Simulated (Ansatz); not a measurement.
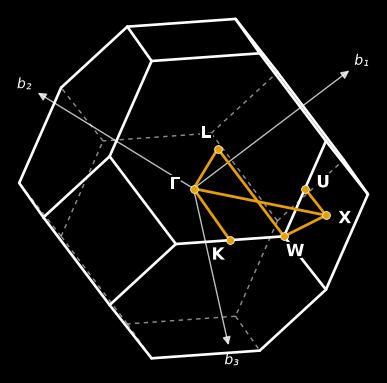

Crystal: Ni, the input geometry of an electronic-structure calculation (not necessarily at equilibrium); the starting structure was generated, so it need not be a known form of this composition. The figure shows the first Brillouin zone with its special points and a band path. All values are computed from the atomic coordinates in the standard setting (tolerance 0.002 Å).

Labels and path follow the convention of Hinuma et al. (2017), as computed by seekpath; the arrows show the directions of the reciprocal primitive vectors b₁, b₂, b₃.

Q: What lattice type do the shape and the labels point to?

A: A face-centred cubic lattice (cF; extended symbol cF2). The zone is a truncated octahedron in its combinatorial type: 14 faces (6 with 4 edges, 8 with 6 edges), 36 edges, 24 vertices.

Q: Write the standard path through the labelled points.

A: Γ–X–U | K–Γ–L–W–X
